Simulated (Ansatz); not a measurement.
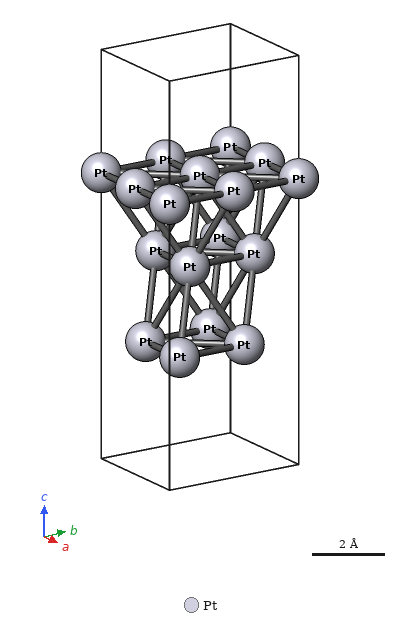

Figure 1. The input geometry (ball-and-stick view of the cell of the calculation, with the vacuum cut short, seen slightly off an axis). An atom can appear more than once, as a periodic image. Near neighbours in the periodic cell (some may lie outside the picture): Pt has 9 Pt at 2.81 to 2.82 Å; Pt has 12 Pt at 2.81 to 2.82 Å.

**Pt: single-point calculation**

The run: single-point calculation of Pt (slab, 12 atoms in the cell). Method and program: DFT PBE, scalar-relativistic, plane waves, PAW, PAW set soft_1, no spin polarisation (Ansatz 0.2.0).

The structure derives from an entry of the Crystallography Open Database.

Input file
```yaml
crystal:
  lattice:
    - [5.6143281343, 0.0, 0.0]
    - [-2.8071640672, 4.8621507895, 0.0]
    - [0.0, 0.0, 22.6192653717]
  atoms:
    - { symbol: Pt, position: [0.3333333333, 0.1666666667, 0.1768404028] }
    - { symbol: Pt, position: [0.3333333333, 0.6666666667, 0.1768404028] }
    - { symbol: Pt, position: [0.8333333333, 0.1666666667, 0.1768404028] }
    - { symbol: Pt, position: [0.8333333333, 0.6666666667, 0.1768404028] }
    - { symbol: Pt, position: [0.1666666667, 0.3333333333, 0.2789526245] }
    - { symbol: Pt, position: [0.1666666667, 0.8333333333, 0.2789526245] }
    - { symbol: Pt, position: [0.6666666667, 0.3333333333, 0.2789526245] }
    - { symbol: Pt, position: [0.6666666667, 0.8333333333, 0.2789526245] }
    - { symbol: Pt, position: [0.0, 0.0, 0.3810585901] }
    - { symbol: Pt, position: [0.0, 0.5, 0.3810585901] }
    - { symbol: Pt, position: [0.5, 0.0, 0.3810585901] }
    - { symbol: Pt, position: [0.5, 0.5, 0.3810585901] }
basis:
  ecutwfc: 420
kpoints:
  mp_grid: { grid: [6, 6, 1] }
hamiltonian:
  xc: pbe
  pseudopotentials: { kind: paw, azcp: { folder: soft_1 } }
scf:
  occupations: { method: gaussian, width: 0.1 }
output:
  forces: true
  eigenvalues: true
efield:
  axis: 3
  dipole_correction: true
  ramp_width: 0.04
```

Hardware: 4 threads of Arm Neoverse N1, 98 GiB of memory available, shared host.

Command:
```bash
ansatz run input.yaml --threads 4 --pin off --max-ram 12288MiB --backend cpu --events-out ev --progress --plain --runs-dir out
```

Log
```
Engine: ansatz 0.2.0, aarch64-unknown-linux-gnu
Pseudopotentials: kind: paw
Pseudopotential: Pt, paw, valence charge 18, recommended cutoff 420 eV (normal), [file]
Functional definition: PBE
  parameter kappa = 0.804
  parameter beta = 0.06672455060314922
  exchange = pbe_x(kappa = kappa, mu = beta*pi^2/3)
  correlation = pbe_c(beta = beta)
Crystal: 12 atoms, lattice volume = 617.454 Å³
Basis set: ecut = 420 eV, 12111 PW (Γ), exchange–correlation on 80×80×320 points (8 copies of the dense FFT grid, shifted against one another)
Bands: 130, of which v1, the nominal top of the filled ones, is band 108 counted from 1 (107 counted from 0)
Symmetry: 24 space group operations
Space group: P3m1 (ITA 156), of the structure as read, at distance tolerance 8.5e-5 Å
k-points: 7 of 36 (time reversal used)
Non-local potential: Pt, projectors of the file, l = 0: 3, l = 1: 2, l = 2: 2, l = 3: 1
PAW form: soft (Blöchl's): semilocal exchange-correlation on the pseudo side does not see the compensation charge
PAW one-centre angular grid: Pt, 590 points (default); XC on 64 Gauss nodes
Initial density: superposition of atomic densities (neutral atoms: chi_scale 0, normalization atom)
Initial wavefunctions: pseudopotential atomic-orbital guess
Functional: x = pbe(κ = 0.804, μ = 0.2195149727645171), c = pbe(β = 0.06672455060314922)
SCF iter   1: F=—  HF=-150295.565875 eV  |F-HF|=—  |Δ(HF+E_count)|=         —  Δρ=4.99e-2  dr2=1.70e1  ethr=3.10e-3  p=0.000 e·Å  D=2.34e-6 V/Å  ΔV_dip=-0.00 eV  dr2_dipole=6.65e-7  V_vac-E_F(+/−)=4.83/4.83 eV  ⟨swp⟩=7.6  Hψ=3782  notcnv=0  defer=15
efield: sawtooth ramp at fractional position 0.7589 (placed from the atoms, in the widest stretch of the axis that holds none; the zero of the levels goes with the place), width 0.0400; the density the first Hamiltonian is built on has a dipole p = 0.000 e·Å; the dipole correction subtracts the counter field D = 2.34e-6 V/Å, which shifts the + side's vacuum level by -0.00 eV against the − side's; the planar-averaged density in the ramp window peaks in size at 5.0e-6 e/Å³
preconditioner: auto → LDOS  [metal: Δε(μ)=0.073 eV  Ē_g=6.643 eV  σ=0.100 eV  W_gap=0.37  n_scr=112 (ndim 8)  ℏωp=16.4 eV  f_vac=0.632  D(μ)=16.45/eV (n_scr^D=92)  β→1.0]
SCF iter   2: F=—  HF=-150294.901968 eV  |F-HF|=—  |Δ(HF+E_count)|=   6.64e-1  Δρ=4.42e-2  dr2=1.18e1  ethr=3.10e-3  p=-0.002 e·Å  D=-5.77e-4 V/Å  ΔV_dip=0.01 eV  dr2_dipole=1.59e-3  V_vac-E_F(+/−)=6.32/6.31 eV  ⟨swp⟩=3.0  Hψ=2326  notcnv=0  defer=83
SCF iter   3: F=—  HF=-150291.390518 eV  |F-HF|=—  |Δ(HF+E_count)|=    3.51e0  Δρ=7.82e-3  dr2=7.26e-1  ethr=3.10e-3  p=-0.001 e·Å  D=-3.33e-4 V/Å  ΔV_dip=0.01 eV  dr2_dipole=3.16e-4  V_vac-E_F(+/−)=5.74/5.73 eV  ⟨swp⟩=2.1  Hψ=1773  notcnv=0  defer=83
SCF iter   4: F=—  HF=-150291.314155 eV  |F-HF|=—  |Δ(HF+E_count)|=   7.64e-2  Δρ=2.85e-3  dr2=2.94e-1  ethr=3.36e-4  p=0.000 e·Å  D=9.58e-5 V/Å  ΔV_dip=-0.00 eV  dr2_dipole=4.43e-5  V_vac-E_F(+/−)=5.76/5.77 eV  ⟨swp⟩=2.0  Hψ=1529  notcnv=0  defer=83
SCF iter   5: F=—  HF=-150291.300238 eV  |F-HF|=—  |Δ(HF+E_count)|=   1.39e-2  Δρ=2.28e-3  dr2=7.98e-2  ethr=1.36e-4  p=-0.001 e·Å  D=-1.96e-4 V/Å  ΔV_dip=0.00 eV  dr2_dipole=3.28e-5  V_vac-E_F(+/−)=5.83/5.82 eV  ⟨swp⟩=1.7  Hψ=872  notcnv=0  defer=83
SCF iter   6: F=—  HF=-150291.297458 eV  |F-HF|=—  |Δ(HF+E_count)|=   2.78e-3  Δρ=8.02e-4  dr2=6.10e-3  ethr=3.69e-5  p=0.000 e·Å  D=1.44e-4 V/Å  ΔV_dip=-0.00 eV  dr2_dipole=9.60e-6  V_vac-E_F(+/−)=5.81/5.82 eV  ⟨swp⟩=2.3  Hψ=1112  notcnv=0  defer=83
SCF iter   7: F=—  HF=-150291.296621 eV  |F-HF|=—  |Δ(HF+E_count)|=   8.37e-4  Δρ=1.80e-4  dr2=4.11e-4  ethr=2.82e-6  p=-0.000 e·Å  D=-9.83e-5 V/Å  ΔV_dip=0.00 eV  dr2_dipole=8.74e-8  V_vac-E_F(+/−)=5.81/5.81 eV  ⟨swp⟩=2.9  Hψ=1518  notcnv=0  defer=83
SCF iter   8: F=—  HF=-150291.296705 eV  |F-HF|=—  |Δ(HF+E_count)|=   8.42e-5  Δρ=9.12e-5  dr2=1.26e-4  ethr=1.90e-7  p=0.000 e·Å  D=1.00e-4 V/Å  ΔV_dip=-0.00 eV  dr2_dipole=4.94e-6  V_vac-E_F(+/−)=5.81/5.81 eV  ⟨swp⟩=2.6  Hψ=1500  notcnv=0  defer=83
SCF iter   9: F=—  HF=-150291.296685 eV  |F-HF|=—  |Δ(HF+E_count)|=   1.96e-5  Δρ=3.04e-5  dr2=1.12e-5  ethr=5.85e-8  p=0.000 e·Å  D=1.48e-5 V/Å  ΔV_dip=-0.00 eV  dr2_dipole=6.72e-7  V_vac-E_F(+/−)=5.81/5.81 eV  ⟨swp⟩=2.0  Hψ=1251  notcnv=0  defer=83
SCF iter  10: F=—  HF=-150291.296230 eV  |F-HF|=—  |Δ(HF+E_count)|=   4.56e-4  Δρ=1.13e-5  dr2=2.15e-6  ethr=5.20e-9  p=0.000 e·Å  D=8.39e-6 V/Å  ΔV_dip=-0.00 eV  dr2_dipole=3.19e-7  V_vac-E_F(+/−)=5.81/5.81 eV  ⟨swp⟩=2.3  Hψ=1284  notcnv=0  defer=83
SCF iter  11: F=—  HF=-150291.296231 eV  |F-HF|=—  |Δ(HF+E_count)|=   8.44e-7  Δρ=2.91e-6  dr2=3.34e-7  ethr=9.97e-10  p=0.000 e·Å  D=6.29e-6 V/Å  ΔV_dip=-0.00 eV  dr2_dipole=1.02e-7  V_vac-E_F(+/−)=5.81/5.81 eV  ⟨swp⟩=2.0  Hψ=1225  notcnv=0  defer=83
SCF iter  12: F=-150291.296230 eV  HF=-150291.296231 eV  |F-HF|=7.97e-8  |Δ(HF+E_count)|=   1.79e-8  Δρ=1.76e-6  dr2=9.51e-8  ethr=4.63e-11  p=0.000 e·Å  D=1.88e-6 V/Å  ΔV_dip=-0.00 eV  dr2_dipole=1.91e-8  V_vac-E_F(+/−)=5.81/5.81 eV  ⟨swp⟩=15.9  Hψ=4463  notcnv=0
SCF 1 converged in 12 iterations: F = -150291.296230 eV  dr2 = 9.51e-8
  greatest PAW one-centre occupation: 1.000 electrons in one spin orbital (limit 2), on the Pt atom at site 7 (counted from 0), in its partial waves of l = 0
```

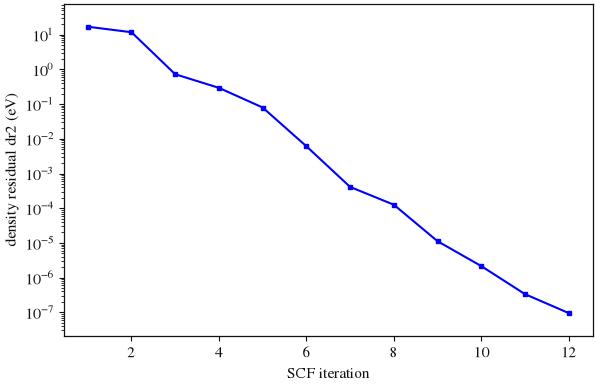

Figure 2. Convergence of the self-consistent field: density residual dr2 against the SCF iteration. The residual falls at every step.

```
SCF converged after 12 iterations
Free energy (F): -150291.296230 eV
Harris-Foulkes:  -150291.296231 eV  (|F-HF|=7.97e-8)
Internal energy: -150291.133721 eV  (E = F + TS)
E sigma→0 (E₀):  -150291.214976 eV
Entropy (-TS):   -0.162510 eV (-13.542 meV/atom)
Fermi energy:    2.681453 eV
Dipole field:    D = -0.000104 V/Å  (p = -0.000355 e·Å, saw-weighted, corrected)
Work function:   Φ+ = 5.8071 eV   Φ− = 5.8047 eV
Levels:          The Fermi level and band energies are counted from a zero that moves with the ramp; work functions are not
--- Per-component energies (eV) ---
  E_band       = -5882.978628
  E_kinetic    = 7138.075739
  E_local      = -308055.059621  (includes V_loc(G=0)·N_el)
  E_nonlocal   = 2445.693759
  E_hartree    = 149815.856889
  E_xc         = -2772.526276
  E_vxc        = -3235.028683  (∫ρ·V_xc dr)
  E_paw        = -113804.599860  (= ΣΔE_a)
  E_vpaw       = -3808.347817  (= ΣTr[D̂ρ^β])
  E_aug_tail   = 0.013839  (compensation charges beyond the density's cutoff)
  E_efield     = 0.000000  (sawtooth field / dipole correction)
  E_vefield    = 0.000001  (∫n·V_field dr)
  E_ewald      = 114941.411811
  E_smearing   = -0.162510  (= −TS)
  E_closure    = 0.000000  (closes the sum)
  Σ components = -150291.296230   (vs F -150291.296230, Δ=0.00e0)
--- Forces (eV/Å), atoms counted from 1 ---
  atom   1  Pt    -0.00000000    -0.00000000    -0.00460421
  atom   2  Pt    -0.00000000     0.00000000    -0.00460421
  atom   3  Pt    -0.00000000     0.00000000    -0.00460421
  atom   4  Pt    -0.00000000     0.00000000    -0.00460421
  atom   5  Pt    -0.00000000     0.00000000    -0.00080794
  atom   6  Pt    -0.00000000     0.00000000    -0.00080794
  atom   7  Pt    -0.00000000     0.00000000    -0.00080794
  atom   8  Pt    -0.00000000     0.00000000    -0.00080794
  atom   9  Pt     0.00000000     0.00000000     0.00546644
  atom  10  Pt     0.00000000    -0.00000000     0.00546644
  atom  11  Pt    -0.00000000    -0.00000000     0.00546644
  atom  12  Pt     0.00000000     0.00000000     0.00546644
  max |Σ_I F_I| component: 2.17e-4 eV/Å
--- Band table (eV; the first three rows and the last of 7) ---
  k-point 0: bands = ["-95.7015", "-95.6830", "-95.6830", "-95.6830", "-95.2370", "-95.2368", "-95.2186", "-95.2186", "-95.2186", "-95.2184", "-95.2184", "-95.2184", "-50.0143", "-50.0143", "-50.0143", "-49.8718", "-49.8347", "-49.8347", "-49.8347", "-49.7749", "-49.7749", "-49.7749", "-49.6952", "-49.6952", "-49.6352", "-49.6352", "-49.6352", "-49.6069", "-49.6069", "-49.6069", "-49.4009", "-49.4009", "-49.4009", "-49.3982", "-49.3982", "-49.3982", "-49.3229", "-49.3229", "-49.3218", "-49.3218", "-49.1726", "-49.1437", "-49.1329", "-49.1329", "-49.1329", "-49.1231", "-49.1231", "-49.1231", "-6.1346", "-4.4066", "-3.9262", "-3.5259", "-3.5259", "-3.5259", "-3.2607", "-3.2607", "-3.2607", "-2.7855", "-2.7855", "-2.7855", "-2.6771", "-2.6771", "-2.6771", "-1.2296", "-1.2296", "-1.2296", "-0.9008", "-0.9008", "-0.9008", "-0.7618", "-0.6420", "-0.6420", "-0.2975", "-0.2947", "-0.2947", "-0.1167", "-0.1167", "-0.1167", "-0.0882", "-0.0882", "0.4645", "0.4645", "0.4645", "1.3680", "1.3680", "1.3990", "1.3990", "1.3990", "1.4745", "1.4745", "1.4745", "2.0458", "2.0458", "2.0459", "2.5326", "2.5326", "2.5326", "2.5880", "2.5880", "2.5880", "2.6822", "2.6822", "2.8861", "2.8861", "2.8861", "3.2411", "3.2411", "3.2411", "3.2875", "3.2875", "3.2875", "3.6093", "3.9237", "3.9237", "3.9237", "5.5356", "5.5356", "5.5356", "5.5659", "5.5659", "5.5659", "8.1390", "8.4759", "8.5227", "8.5227", "8.5227", "8.7393", "8.7393", "8.7393", "8.9929"]
  k-point 1: bands = ["-95.7003", "-95.6843", "-95.6830", "-95.6830", "-95.2358", "-95.2355", "-95.2198", "-95.2196", "-95.2186", "-95.2186", "-95.2184", "-95.2184", "-50.0027", "-50.0027", "-49.9934", "-49.8683", "-49.8350", "-49.8329", "-49.8329", "-49.7872", "-49.7872", "-49.7696", "-49.7172", "-49.7005", "-49.6236", "-49.6236", "-49.6146", "-49.5981", "-49.5981", "-49.5906", "-49.4119", "-49.4119", "-49.4101", "-49.4101", "-49.3957", "-49.3931", "-49.3436", "-49.3430", "-49.3281", "-49.3269", "-49.1692", "-49.1427", "-49.1343", "-49.1321", "-49.1321", "-49.1256", "-49.1237", "-49.1237", "-5.8985", "-4.1681", "-3.7002", "-3.5267", "-3.3447", "-3.3447", "-3.1844", "-3.0972", "-3.0972", "-2.7493", "-2.6944", "-2.6944", "-2.5437", "-2.4526", "-2.4526", "-1.2274", "-1.2274", "-1.1892", "-0.8507", "-0.8040", "-0.8040", "-0.8040", "-0.7666", "-0.5984", "-0.4734", "-0.3113", "-0.3113", "-0.1746", "-0.1629", "-0.1279", "-0.0649", "0.0859", "0.2461", "0.3720", "0.3720", "1.1154", "1.1154", "1.1812", "1.2338", "1.2925", "1.4053", "1.4053", "1.4056", "1.4756", "2.0308", "2.0413", "2.0879", "2.0879", "2.2909", "2.3593", "2.3593", "2.4424", "2.5404", "2.5404", "2.6758", "2.6758", "2.6816", "2.6882", "2.8175", "2.8401", "2.9724", "2.9906", "2.9906", "3.0264", "3.6463", "4.4882", "4.4882", "4.5377", "5.2591", "5.2591", "6.1979", "6.7177", "6.7177", "8.2968", "8.4626", "8.4626", "8.6678", "8.9056", "9.0190", "9.0190", "9.1505", "9.7230"]
  k-point 2: bands = ["-95.6969", "-95.6877", "-95.6830", "-95.6830", "-95.2324", "-95.2322", "-95.2232", "-95.2230", "-95.2186", "-95.2186", "-95.2184", "-95.2184", "-49.9743", "-49.9743", "-49.9361", "-49.8590", "-49.8385", "-49.8294", "-49.8294", "-49.8167", "-49.8167", "-49.7767", "-49.7551", "-49.7152", "-49.5956", "-49.5956", "-49.5755", "-49.5755", "-49.5580", "-49.5427", "-49.4394", "-49.4394", "-49.4380", "-49.4380", "-49.4014", "-49.3987", "-49.3815", "-49.3792", "-49.3425", "-49.3410", "-49.1603", "-49.1399", "-49.1393", "-49.1310", "-49.1301", "-49.1301", "-49.1253", "-49.1253", "-5.2423", "-3.7114", "-3.5466", "-3.1160", "-3.0064", "-2.8765", "-2.8765", "-2.7120", "-2.7120", "-2.6175", "-2.3965", "-2.3965", "-2.2065", "-1.8611", "-1.8611", "-1.2864", "-1.2864", "-1.2796", "-1.1000", "-1.0654", "-0.8027", "-0.8027", "-0.7323", "-0.6900", "-0.5099", "-0.5099", "-0.3489", "-0.1185", "-0.1158", "-0.0128", "0.0225", "0.0225", "0.0704", "0.1511", "0.5621", "0.5857", "0.6030", "0.6030", "0.6796", "0.7904", "0.7904", "0.9294", "1.0421", "1.0954", "1.0954", "1.2154", "1.3083", "1.6868", "1.6868", "1.6916", "1.8391", "1.9674", "2.0007", "2.0569", "2.0569", "2.1991", "2.3069", "2.5230", "2.5730", "2.5730", "2.7024", "2.7484", "2.9395", "2.9395", "3.6270", "4.7672", "4.7672", "5.1988", "5.5635", "5.5635", "5.9256", "7.5000", "7.5000", "8.7196", "8.7591", "8.9695", "8.9695", "9.2412", "9.6237", "10.0857", "10.0857", "10.5295"]
  k-point 6: bands = ["-95.6900", "-95.6900", "-95.6900", "-95.6807", "-95.2255", "-95.2255", "-95.2255", "-95.2253", "-95.2253", "-95.2253", "-95.2163", "-95.2161", "-49.9207", "-49.9207", "-49.8814", "-49.8814", "-49.8814", "-49.8420", "-49.8420", "-49.8420", "-49.8214", "-49.7610", "-49.7610", "-49.7610", "-49.5435", "-49.5408", "-49.5406", "-49.5217", "-49.5046", "-49.5046", "-49.5046", "-49.4940", "-49.4940", "-49.4940", "-49.3860", "-49.3860", "-49.3860", "-49.3850", "-49.3850", "-49.3850", "-49.1432", "-49.1432", "-49.1432", "-49.1341", "-49.1341", "-49.1341", "-49.1240", "-49.1238", "-3.8251", "-3.8251", "-3.8251", "-2.5723", "-2.5723", "-2.5723", "-2.1526", "-2.0505", "-2.0505", "-2.0505", "-2.0473", "-2.0470", "-1.8319", "-1.8319", "-1.8319", "-1.4915", "-1.4914", "-1.3100", "-1.3100", "-1.3100", "-1.0617", "-1.0617", "-1.0617", "-0.7304", "-0.7304", "-0.7304", "-0.6584", "-0.6584", "-0.6584", "-0.5667", "-0.0965", "-0.0963", "-0.0389", "0.0076", "0.1734", "0.1734", "0.1734", "0.2335", "0.2335", "0.2335", "0.8601", "0.8601", "0.8601", "1.1245", "1.1246", "1.3442", "1.3442", "1.3442", "1.5619", "1.5619", "1.5619", "2.1496", "2.1496", "2.1496", "2.3333", "2.3334", "2.3354", "2.3354", "2.3354", "2.4665", "2.4775", "2.4775", "2.4775", "2.6292", "2.6292", "2.6292", "4.8834", "4.8834", "4.8834", "7.6230", "7.8034", "7.8034", "8.1553", "8.1553", "8.1553", "9.8501", "9.9197", "9.9198", "9.9534", "9.9534", "9.9534", "10.7540"]
```

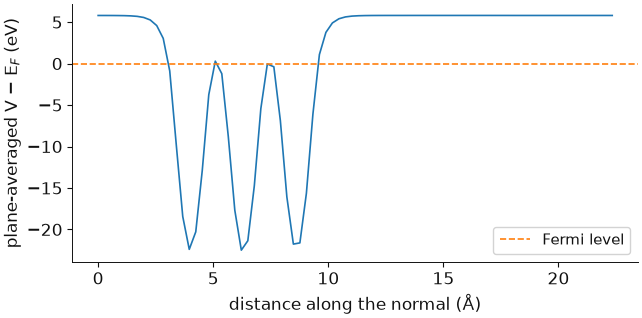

Figure 3. Plane average of the electrostatic potential energy of an electron across the cell, from the Fermi level. The vacuum level lies 5.81 eV above the Fermi level.

Summary

- outcome: converged
- electrons treated: 216
- free energy: −150291.2962 eV
- work function, top face: 5.81 eV
- work function, bottom face: 5.80 eV
- Fermi energy: 2.681 eV
- gap on the k-point mesh: none (metallic)
- work function (upper face): 5.81 eV
- largest force (length of the vector): 0.005 eV/Å
- wall time: 28 s (CPU time 1.8 min)
- peak memory: 1.7 GiB

Notes

Spin–orbit coupling is left out, which matters for Pt.
